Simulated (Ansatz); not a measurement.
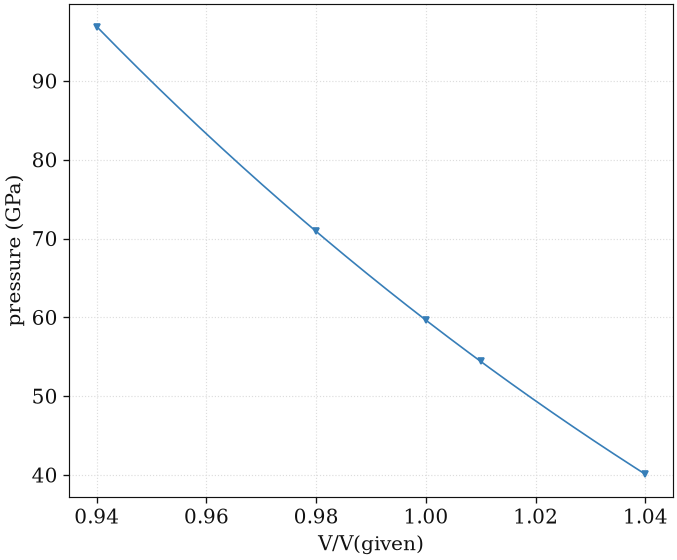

The figure shows the pressure against V/V(given).

Calculation (Ansatz 0.2.0): periodic Kohn-Sham DFT of a crystal at fixed atoms, scaled to the stated factor times the given cell; pressure positive in compression. Level: PBE.

**For which of these solids was it computed?**
A. Ga, C2/c (No. 15), 18.5 Å³/atom
B. ZrS₂, P-3m1 (No. 164), 22.3 Å³/atom
C. TaN, P6_3/mmc (No. 194), 9.9 Å³/atom
D. ZrO₂, P4_2/nmc (No. 137), 11.2 Å³/atom

C, TaN: pressure from 40.1 GPa to 96.9 GPa. The others give: ZrO₂, pressure from −3.9 GPa to 22.9 GPa; Ga, pressure from −0.744 GPa to 5.153 GPa; ZrS₂, pressure from −2.346 GPa to 7.602 GPa.

For Ga, limits of the calculation: no gap: field gradients move with the k mesh; shape and atomic fractions are frozen while scaling, which makes layered, chain and framework solids too stiff.

For TaN, limits of the calculation: cell far from its zero-pressure volume; field gradient without spin-orbit coupling on heavy atoms; no gap: field gradients move with the k mesh; no spin-orbit coupling on heavy atoms; the volumes run don't bracket the minimum of the energy, so any equilibrium value is extrapolated; shape and atomic fractions are frozen while scaling, which makes layered, chain and framework solids too stiff.

For ZrO₂, limits of the calculation: shape and atomic fractions are frozen while scaling, which makes layered, chain and framework solids too stiff.

For ZrS₂, limits of the calculation: shape and atomic fractions are frozen while scaling, which makes layered, chain and framework solids too stiff.
